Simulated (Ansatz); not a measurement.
Single-point calculation of Hf$_{16}$SiO$_{32}$ (part 1 of 2)

System: Hf$_{16}$SiO$_{32}$ (defect cell, 49 atoms in the cell).
Method: DFT PBE, scalar-relativistic, plane waves, PAW, spin-polarised (Ansatz 0.2.0).

The structure derives from a Materials Project entry.

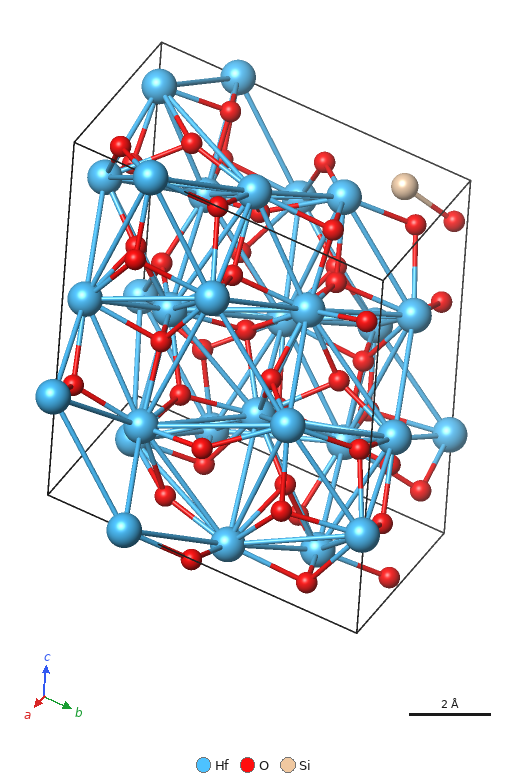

Fig. 1: The input geometry (ball-and-stick view of the cell of the calculation, seen slightly off an axis). An atom can appear more than once, as a periodic image.

**The input**
```yaml
crystal:
  lattice:
    - [-5.080319, 5.164867, 4.890884]
    - [5.080319, -5.164867, 4.890884]
    - [5.080319, 5.164867, -4.890884]
  atoms:
    - { symbol: Hf, position: [0.0074677096, -0.0042033208, 0.2792009591] }
    - { symbol: Hf, position: [0.5179087641, 0.5185890883, 0.2933393473] }
    - { symbol: Hf, position: [0.501980669, -0.0199292169, 0.7516329395] }
    - { symbol: Hf, position: [-0.0093369502, 0.4659938063, 0.7380697716] }
    - { symbol: Hf, position: [0.7405041099, 0.0063057313, 0.4844463254] }
    - { symbol: Hf, position: [0.2266883047, 0.5035554779, 0.4751863679] }
    - { symbol: Hf, position: [0.3229261313, 0.0840280491, 0.9992677902] }
    - { symbol: Hf, position: [0.7392807503, 0.5099076473, 0.9857346803] }
    - { symbol: Hf, position: [0.7406993576, 0.2115945476, 0.2045510679] }
    - { symbol: Hf, position: [0.2147786215, 0.7188271189, 0.2083446018] }
    - { symbol: Hf, position: [0.2227330392, 0.2299879408, 0.7201690676] }
    - { symbol: Hf, position: [0.7041885833, 0.6966392831, 0.7139074756] }
    - { symbol: Hf, position: [0.0284101573, 0.254934261, 0.0080590148] }
    - { symbol: Hf, position: [0.5193293484, 0.7377798137, -0.0025463001] }
    - { symbol: Hf, position: [0.5081081303, 0.2156805729, 0.4705624671] }
    - { symbol: Hf, position: [0.0253890024, 0.7415696803, 0.4951268244] }
    - { symbol: O, position: [0.9557978339, 0.4539865444, -0.0175330155] }
    - { symbol: O, position: [0.4762565636, 0.9578816928, -0.0073053749] }
    - { symbol: O, position: [0.4489592501, 0.4435710149, 0.4846643878] }
    - { symbol: O, position: [0.9621541571, 0.9561160266, 0.4932934527] }
    - { symbol: O, position: [0.2920509296, 0.3049600596, 0.0058755558] }
    - { symbol: O, position: [0.7857782126, 0.7778723002, -0.0042891263] }
    - { symbol: O, position: [0.7787359027, 0.2635988706, 0.4756203834] }
    - { symbol: O, position: [0.2831009184, 0.7774890071, 0.4812363902] }
    - { symbol: O, position: [0.7575852164, -0.0067903908, 0.2398079305] }
    - { symbol: O, position: [0.2672047545, 0.5188900055, 0.2426971538] }
    - { symbol: O, position: [0.2599105801, 0.0026597813, 0.7299773] }
    - { symbol: O, position: [0.7157131615, 0.4557008837, 0.7210379376] }
    - { symbol: O, position: [0.5391169598, 0.2763667326, 0.2609500146] }
    - { symbol: O, position: [0.9870346126, 0.732036035, 0.2377465923] }
    - { symbol: O, position: [0.9770255715, 0.2127200666, 0.7446581682] }
    - { symbol: O, position: [0.4796431527, 0.7228279964, 0.7385709802] }
    - { symbol: O, position: [0.2770767101, 0.1215733148, 0.4998877773] }
    - { symbol: O, position: [0.791464515, 0.6198332837, 0.5118584906] }
    - { symbol: O, position: [0.7688950606, 0.0883188665, 0.957282218] }
    - { symbol: O, position: [0.2598623009, 0.6036842527, 0.9697300336] }
    - { symbol: O, position: [0.9595262605, 0.4620763347, 0.3016354907] }
    - { symbol: O, position: [0.4717002003, 0.9325520992, 0.3013556513] }
    - { symbol: O, position: [0.4721068837, 0.464522833, 0.8340343861] }
    - { symbol: O, position: [0.9879755177, 0.9555233651, 0.8631484539] }
    - { symbol: O, position: [0.5957626983, 0.2669761996, -0.0129243147] }
    - { symbol: O, position: [0.1897966428, 0.963931245, 0.1597393197] }
    - { symbol: O, position: [0.1135352331, 0.3249745463, 0.5639703952] }
    - { symbol: O, position: [0.6179544094, 0.7897504731, 0.5250000364] }
    - { symbol: O, position: [0.0814157317, 0.2204918309, 0.2382372549] }
    - { symbol: O, position: [0.6389673431, 0.6510070511, 0.1821248427] }
    - { symbol: O, position: [0.6223971656, 0.1234237312, 0.6460961816] }
    - { symbol: O, position: [0.1271155474, 0.6312137841, 0.6472337054] }
    - { symbol: Si, position: [0.0568936573, 0.8096666219, 0.9243104821] }
magnetization:
  spin_polarized: true
basis:
  ecutwfc: 420
  fft_grid_basis: typed
kpoints:
  mp_grid: { grid: [2, 2, 2] }
hamiltonian:
  xc: pbe
  pseudopotentials: { kind: paw }
scf:
  occupations: { method: gaussian, width: 0.05 }
  n_extra_bands: 18
output:
  forces: true
  stress: false
  eigenvalues: true
  bader: false
  write_density: false
  volumetric_format: npy
  populations: true
  band_densities:
    - { e_range: [-0.99, -0.38] }
    - { e_range: [0.38, 0.99] }
    - { e_range: [-0.54, -0.36] }
    - { e_range: [-2.98, -2.74] }
  dos:
    e_range: [-30, 8]
    de: 0.02
    method: { smearing: { sigma: 0.03, scheme: gaussian } }
    projected: { site_lists: { Hf: [Hf], O: [O], Si: [Si] } }
checkpoint:
  read: start.run
  write: ck
  compress: false
  write_wavefunctions: false
  write_every: 100000
```

Machine: 4 threads of Arm Neoverse V1, 24 GiB of memory available, shared host.

Launched with:
```bash
ansatz run input.yaml --threads 4 --pin off --max-ram 10240MiB --backend cpu --events-out ev --progress --plain --runs-dir out
```

**Log**
```
Warning: checkpoint.read: spin seed differs: saved d594d8336aa8…, current 4e2197ed297b…; the loaded state replaces the seed-built initial guess (but the starting_ns of a DFT+U solve that opens without the state's occupation matrices), so the run may converge into the producing seed's basin, or, where the symmetry group that follows from this deck's starting moments and starting_ns does not hold the saved magnetisation, lose that magnetisation at its first build. Where atoms have moved since the state was saved, this difference can also decide whether moments are moved with them. A self-consistent run of this deck without the state starts from its starting moments and, under a DFT+U term, its starting_ns
scf.n_extra_bands = 18 over 306 filled bands (N_el = 612.0): the run solves 324 bands
Engine: ansatz 0.2.0, aarch64-unknown-linux-gnu
Pseudopotentials: kind: paw
Pseudopotential: Hf, paw, valence charge 26, recommended cutoff 420 eV (normal), Hf.paw.azcp
Pseudopotential: O, paw, valence charge 6, recommended cutoff 420 eV (normal), O.paw.azcp
Pseudopotential: Si, paw, valence charge 4, recommended cutoff 420 eV (normal), Si.paw.azcp
Functional definition: PBE
  parameter kappa = 0.804
  parameter beta = 0.06672455060314922
  exchange = pbe_x(kappa = kappa, mu = beta*pi^2/3)
  correlation = pbe_c(beta = beta)
Crystal: 49 atoms, lattice volume = 513.331 Å³
Basis set: ecut = 420 eV, 10089 PW (Γ), exchange–correlation on 120×120×120 points (8 copies of the dense FFT grid, shifted against one another)
Bands: 324, of which v1, the nominal top of the filled ones, is band 306 counted from 1 (305 counted from 0)
Symmetry: 1 space group operations
Space group: P1 (ITA 1), of the structure as read, at distance tolerance 8.0e-5 Å
k-points: 8
Non-local potential: Hf, projectors of the file, l = 0: 3, l = 1: 2, l = 2: 2, l = 3: 3
Non-local potential: O, projectors of the file, l = 0: 2, l = 1: 2, l = 2: 1
Non-local potential: Si, projectors of the file, l = 0: 2, l = 1: 2, l = 2: 2
PAW form: soft (Blöchl's): semilocal exchange-correlation on the pseudo side does not see the compensation charge
PAW one-centre angular grid: Hf, 590 points (default); XC on 64 Gauss nodes
PAW one-centre angular grid: O, 110 points (default); XC on 64 Gauss nodes
PAW one-centre angular grid: Si, 110 points (default); XC on 64 Gauss nodes
Initial density: read from a saved state, or passed on in memory by an earlier SCF of this step, an earlier step, the calling program or the single point that the run made first
Stability of the state it starts from, as read at its close in the collinear treatment: not read negative (Ritz values of 1 − χ₀K, real part plus size of imaginary part, from 1.0 to 1.0, by its mixing steps under no symmetry); its run was given moments
Initial wavefunctions: pseudopotential atomic-orbital guess
Functional: x = pbe(κ = 0.804, μ = 0.2195149727645171), c = pbe(β = 0.06672455060314922)
iter 1 solved again at ethr=6.43e-8 eV; its pass at ethr=3.10e-3 eV (dr2=3.94e-4 eV) is discarded
SCF iter   1: F=—  HF=-270411.506297 eV  |F-HF|=—  |Δ(HF+E_count)|=         —  Δρ=1.46e-6 (↑1.43e-6 ↓1.46e-6)  dr2=4.39e-8  dr2_m=5.95e-12  M=0.000 μB ∫|m|=0.000 μB  β_m=0.30  ethr=6.43e-8  ⟨swp⟩=3.9  Hψ=34242  notcnv=0
eigensolver tolerance schedule: the retry pair's looser diagonalisation over-reported the residual by 8970.52 of it (diagonalisation noise at 0.23 of the residual, at the tolerance the schedule requests for it); recorded, not acted on — ethr = c·dr2/N_el stays at c = 1.0e-1
preconditioner: auto → Resta (q_TF=auto, 2.809 Å⁻¹)  ε∞=6.6  [insulator: Δε(μ)=0.789 eV  Ē_g=16.626 eV  σ=0.050 eV  W_gap=1.00  n_scr=192 (ndim 8)  ℏωp=39.5 eV  f_vac=0.014  D(μ)=0.00/eV (n_scr^D=0)  ε∞_Penn≈6.6]
spin=Collinear: Resta preconditioning applied to the charge; magnetization (m = ρ↑ − ρ↓) channel mixes plain (no charge-response kernel on spin).
SCF iter   2: F=—  HF=-270411.505590 eV  |F-HF|=—  |Δ(HF+E_count)|=   7.07e-4  Δρ=9.99e-7 (↑9.90e-7 ↓9.99e-7)  dr2=2.20e-8  dr2_m=3.38e-12  M=0.000 μB ∫|m|=0.000 μB  β_m=0.52  ethr=7.17e-12  ⟨swp⟩=8.6  Hψ=26293  notcnv=0
SCF iter   3: F=-270411.505590 eV  HF=-270411.505590 eV  |F-HF|=1.57e-9  |Δ(HF+E_count)|=   9.49e-9  Δρ=5.84e-7 (↑5.80e-7 ↓5.84e-7)  dr2=8.24e-9  dr2_m=4.81e-13  M=0.000 μB ∫|m|=0.000 μB  ethr=3.59e-12  ⟨swp⟩=1.0  Hψ=11984  notcnv=0
SCF 1 converged in 3 iterations: F = -270411.505590 eV  dr2 = 8.24e-9
  greatest PAW one-centre occupation: 0.999 electrons in one spin orbital (limit 2), on the Hf atom at site 13 (counted from 0), in its partial waves of l = 0
NSCF: frozen V_eff on 8 k-points
SCF converged after 3 iterations
Magnetization: 0.0000 μB (306.0000 up, 306.0000 down)
Absolute magnetization: 0.0000 μB (∫|ρ↑−ρ↓|, with the PAW one-centre terms)
Spin contamination: 0.0000 ħ² per cell (⟨S²⟩ above its minimum at these occupations)
Per-site moments (μB) at R_I (Å): [(6.018352038647316e-10, 0.8301744931608622), (1.758730853004096e-10, 0.8082879718599061), (1.5238605568226392e-9, 0.812412387929977), (-8.788152553075976e-9, 0.8419781844617371), (1.5470037350629035e-9, 0.8254837393586395), (-2.4778077621123667e-9, 0.8364749283484435), (-2.3478484814130034e-8, 0.8378770522901391), (-5.059885747450343e-9, 0.8369052486518673), (1.3922731245471227e-9, 0.810035429717976), (-1.817633820640191e-8, 0.8219267262128557), (1.521523429469905e-9, 0.8219515283898534), (6.254344076499548e-8, 0.8757105335655876), (-3.4157105401467893e-9, 0.8215552779174918), (2.783423829427576e-9, 0.8324774677559248), (9.385380457622453e-10, 0.827852170394988), (-7.92158202133359e-9, 0.8238928298531777), (-2.8847577632578584e-8, 0.8723993696313594), (-3.927361765514062e-9, 0.8378770522901391), (-1.9457732576258176e-9, 0.8860964488045094), (-2.541844972678359e-9, 0.876921530642895), (-2.9932266840311527e-9, 0.8385393576745791), (6.486232861898075e-9, 0.8757105335655876), (-2.0031095473776575e-9, 0.8429573065970862), (-2.7424487770448693e-9, 0.8657491762921806), (-1.7572538793554909e-9, 0.8579252303891437), (-3.6415998707359223e-9, 0.8464570753209594), (-6.108899423237157e-9, 0.8442082139064089), (1.2315308178754164e-8, 0.8517569953258153), (-4.925372880570027e-9, 0.8403854450797609), (-4.766035154613681e-9, 0.8754071724967657), (-2.2532489609762693e-9, 0.8593220488249474), (7.154250121726949e-10, 0.8760766940811384), (-1.025875023104915e-9, 0.827852170394988), (4.7400356539829835e-8, 0.8238928298531777), (1.6682612514707407e-9, 0.8215552779174918), (8.966065466143989e-9, 0.8324774677559248), (-3.1562784440584354e-9, 0.810035429717976), (-2.6287268190425253e-10, 0.8219267262128557), (8.134890765242945e-10, 0.8219515283898534), (7.965454067486106e-9, 0.7258558246987953), (-3.4580307743768478e-9, 0.8369052486518673), (7.217557154287906e-8, 0.7130848052705182), (-2.870284750796904e-9, 0.8256427209228835), (-1.2924521255160615e-9, 0.8254837393586395), (-1.670803541491849e-9, 0.8301744931608622), (-8.684539077004308e-10, 0.8082879718599061), (1.7671731633465966e-9, 0.812412387929977), (3.9000337436930514e-8, 0.8419781844617371), (8.705728303397305e-9, 0.7130848052705182)]
Free energy (F): -270411.505590 eV
Harris-Foulkes:  -270411.505590 eV  (|F-HF|=1.57e-9)
Internal energy: -270411.505590 eV  (E = F + TS)
E sigma→0 (E₀):  -270411.505590 eV
Fermi energy:    19.420770 eV
--- Per-component energies (eV) ---
  E_band       = 1291.754616
  E_kinetic    = 12480.615874
  E_local      = -92245.875564  (includes V_loc(G=0)·N_el)
  E_nonlocal   = -18314.353207
  E_hartree    = 42551.622222
  E_xc         = -7244.661976
  E_vxc        = -7357.638172  (∫ρ·V_xc dr)
  E_paw        = -116423.158425  (= ΣΔE_a)
  E_vpaw       = 21625.680552  (= ΣTr[D̂ρ^β])
  E_aug_tail   = 0.079621  (compensation charges beyond the density's cutoff)
  E_ewald      = -91215.774134
  E_smearing   = -0.000000  (= −TS)
  E_closure    = 0.000000  (closes the sum)
  Σ components = -270411.505590   (vs F -270411.505590, Δ=0.00e0)
--- Forces (eV/Å), atoms counted from 1 ---
  atom   1  Hf     0.00397271     0.00024556     0.00540039
  atom   2  Hf     0.00207775    -0.01321889    -0.00062006
  atom   3  Hf    -0.00506897     0.02136075    -0.00321577
  atom   4  Hf     0.02135189     0.00614900     0.00280609
  atom   5  Hf    -0.00319470     0.00154798    -0.00590534
  atom   6  Hf    -0.01267802    -0.00280689     0.00874395
  atom   7  Hf    -0.02382484     0.00002646     0.03136446
  atom   8  Hf     0.00692991    -0.01356554     0.00745402
  atom   9  Hf    -0.01218030     0.01606806    -0.00064744
  atom  10  Hf    -0.02413761    -0.00866177    -0.01163945
  atom  11  Hf     0.00088192     0.00953213    -0.00832363
  atom  12  Hf     0.01371841    -0.00080824     0.00923487
  atom  13  Hf    -0.01256867     0.02501154    -0.00527765
  atom  14  Hf    -0.00178958     0.00040801     0.00754646
  atom  15  Hf    -0.00868894    -0.02402989    -0.00360848
  atom  16  Hf     0.00199981    -0.00542404    -0.00772305
  atom  17  O     -0.00064814    -0.00147816     0.00406439
  atom  18  O      0.00074768     0.00392367     0.00667249
  atom  19  O     -0.00963853    -0.00538725    -0.01215483
  atom  20  O      0.00381800    -0.00286584     0.00225459
  atom  21  O     -0.00280251    -0.01112477    -0.00123740
  atom  22  O     -0.00148466    -0.00122946     0.00304323
  atom  23  O      0.00200714    -0.00217000     0.00216823
  atom  24  O     -0.00556470    -0.00549782     0.00479893
  atom  25  O      0.00422582    -0.00558744    -0.00026435
  atom  26  O      0.00644140     0.00633812     0.00257135
  atom  27  O     -0.00128112    -0.00159497    -0.00040773
  atom  28  O      0.00844916     0.02391113     0.00987147
  atom  29  O     -0.00837605    -0.00110335    -0.00474325
  atom  30  O     -0.00704644     0.01370808    -0.00710488
  atom  31  O      0.00444440    -0.00360262     0.00515142
  atom  32  O      0.00079025    -0.00569483     0.00318115
  atom  33  O      0.00462647     0.00429676     0.00237573
  atom  34  O     -0.00421847    -0.00650000     0.00865785
  atom  35  O      0.00839180    -0.00705857    -0.01329197
  atom  36  O     -0.00011050    -0.00052296     0.00323903
  atom  37  O      0.00691103    -0.00066402     0.00330752
  atom  38  O     -0.00201282    -0.00229576    -0.00883756
  atom  39  O     -0.00716441    -0.00119383     0.00000366
  atom  40  O      0.02217096     0.00208170    -0.00715049
  atom  41  O      0.01123759    -0.00288293    -0.00932124
  atom  42  O      0.01924590    -0.01369506    -0.00546524
  atom  43  O     -0.00250069     0.00979258    -0.00297481
  atom  44  O      0.00599605    -0.00285492     0.00250310
  atom  45  O      0.01292127     0.00481774    -0.01034426
  atom  46  O     -0.01404946     0.00849097     0.00442782
  atom  47  O     -0.00746702    -0.00339554     0.00016413
  atom  48  O     -0.00955525     0.00585961     0.00328203
  atom  49  Si     0.01469923    -0.00665856    -0.01401985
  max |Σ_I F_I| component: 9.61e-6 eV/Å
--- Band table (eV; the first three rows and the last of 16) ---
```
